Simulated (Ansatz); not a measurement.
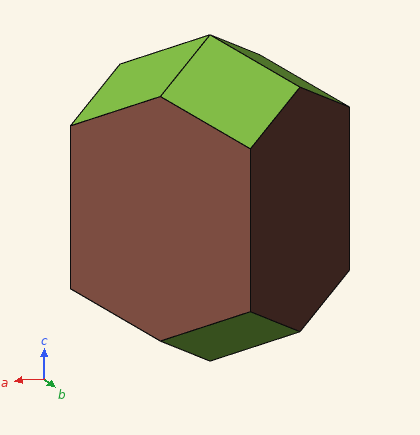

Crystal habit computed by the BFDH rule (growth rate of a face proportional to 1/d, systematic absences taken into account). This is a geometric estimate, not an energy calculation. Faces of one form share a colour. Cell of Si: space group I4/mmm (No. 139), a = 6.651 Å, b = 6.651 Å, c = 3.845 Å, α = 90.00°, β = 90.00°, γ = 90.00°. The structure is the input geometry of an electronic-structure calculation and need not be at equilibrium. Forms under 0.4 % of the area are left out.

Give the Miller indices of each colour.

brown: {110} (d = 4.70 Å, 64 % of the area); green: {101} (d = 3.33 Å, 36 % of the area).
